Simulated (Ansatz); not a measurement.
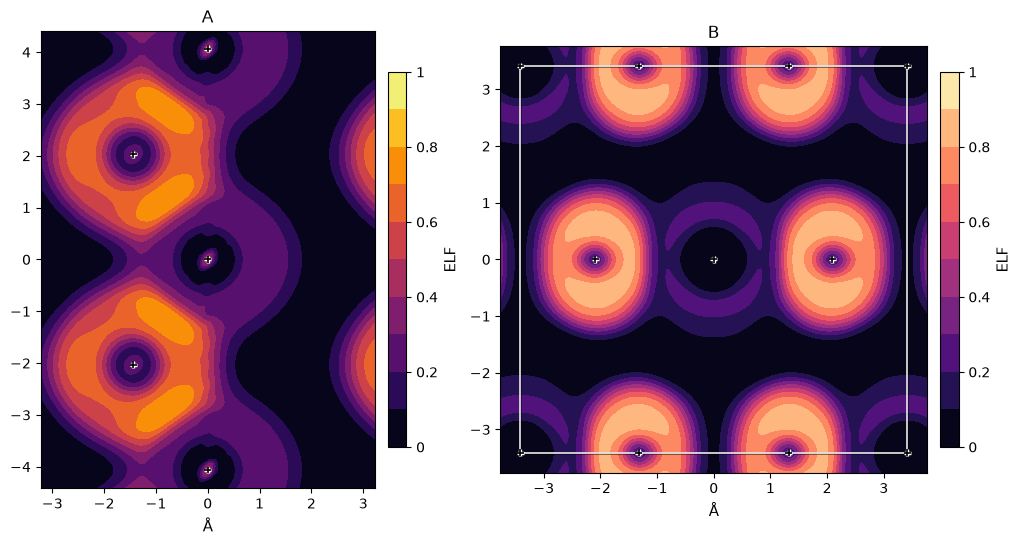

The ELF of 2 systems, each on a plane through atoms (crosses mark nuclei in the plane).

Level of theory: Ansatz 0.2.0, DFT PBE, scalar-relativistic, plane waves, PAW.

System 1: GaAs, the (110) plane of the conventional cell. Space group F-43m.

System 2: SnO₂, the (001) plane of the calculation cell. Space group P4₂/mnm; a structure from a database of computed crystals, not necessarily the ambient phase.

```
Sn O
1.0
    -4.82719   -4.82719    0.00000
     4.82719   -4.82719    0.00000
     0.00000    4.82719    6.47630
Sn O
8 16
Direct
  0.12500 0.62500 0.25000
  0.37500 0.87500 0.75000
  0.62500 0.12500 0.25000
  0.87500 0.37500 0.75000
  0.00000 0.00000 0.00000
  0.25000 0.25000 0.50000
  0.50000 0.50000 0.00000
  0.75000 0.75000 0.50000
  0.12500 0.31842 0.25000
  0.37500 0.56842 0.75000
  0.62500 0.81842 0.25000
  0.87500 0.06842 0.75000
  0.12500 0.93158 0.25000
  0.37500 0.18158 0.75000
  0.62500 0.43158 0.25000
  0.87500 0.68158 0.75000
  0.19342 0.50000 0.00000
  0.44342 0.75000 0.50000
  0.69342 0.00000 0.00000
  0.94342 0.25000 0.50000
  0.80658 0.50000 0.00000
  0.05658 0.75000 0.50000
  0.30658 0.00000 0.00000
  0.55658 0.25000 0.50000
```

**Match each panel to its system.**

Panel A is system 1, GaAs: the plane holds Ga and As. Ga–As (2.49 Å): the ELF peaks at about 0.80 between the atoms; a shared electron pair. Panel B is system 2, SnO₂: the plane holds Sn and O. Sn–O (2.09 Å): the ELF peaks at about 0.80 in the valence shell of O, 0.6 Å from its nucleus, and is about 0.25 at the midpoint: no localised pair shows between them.
